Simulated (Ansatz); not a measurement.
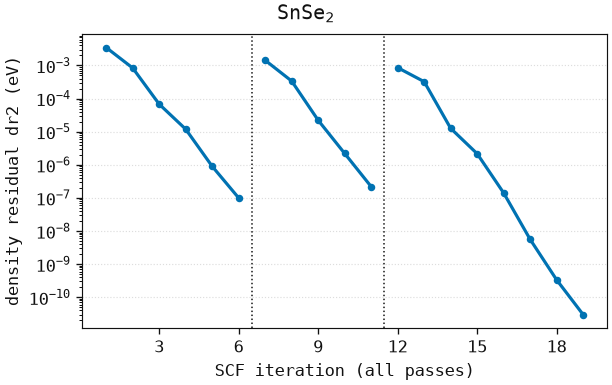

Convergence history. SCF iterations of a calculation: density residual dr2. SnSe2 (C2/m, 3 atoms in the cell); DFT PBEsol, scalar-relativistic, plane waves, PAW in Ansatz 0.2.0; cutoff 420 eV, 12×12×6 k-mesh, Gaussian smearing of 0.02 eV. Each stretch between dotted lines is the SCF of one geometry step of a relaxation. The starting density is a sum of atomic densities corrected by a trained network.

It was still iterating, at step 19, when the time limit ended it. There are 3 passes, of 6, 5 and 8 iterations. In pass 3, the residual is still falling at the last step (down to 3 × 10⁻¹¹). The residual starts near 3 × 10⁻³ and ends near 3 × 10⁻¹¹ eV.
